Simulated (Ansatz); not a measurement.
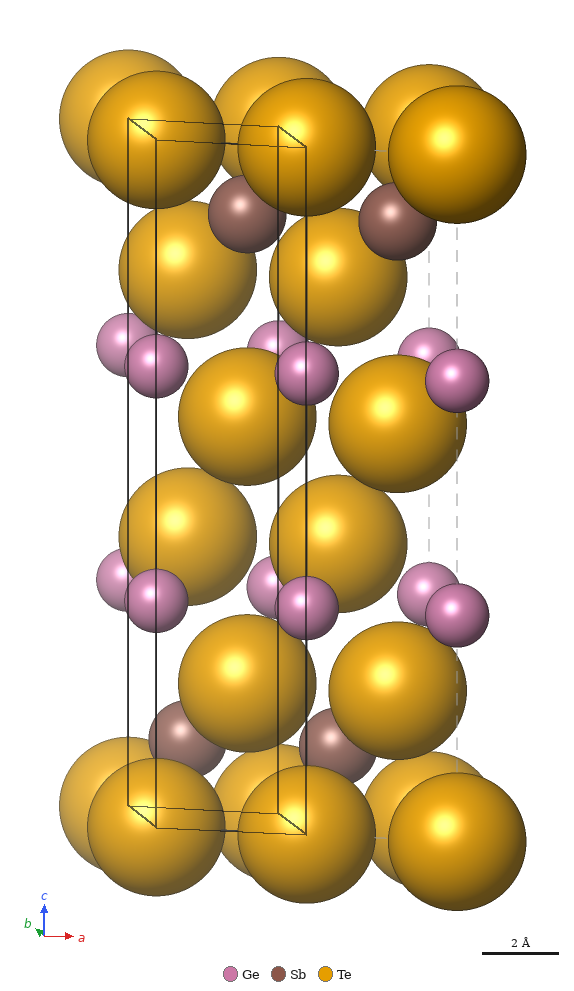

Space-filling drawing of the structure, looking slightly off an axis. Solid lines give the conventional unit cell, repeated here 2×1×1 times.

Ge₂Sb₂Te₅, space group P-3m1 (No. 164), a = 4.23 Å, b = 4.23 Å, c = 18.32 Å, α = 90.00°, β = 90.00°, γ = 120.00°.

Method used: Ansatz 0.2.0, DFT r2SCAN, scalar-relativistic, plane waves, PAW. It ran with a basis cut at 500 eV, a 12×12×2 sampling of the Brillouin zone, Gaussian smearing of 0.01 eV, no spin polarisation.

> Predict the gap.

A semiconductor at this level, with a gap of 0.07 eV, direct.

Provenance: a structure listed in the Materials Project. Earlier steps of the study may have refined or changed the cell and positions. It went into a calculation with Ansatz.
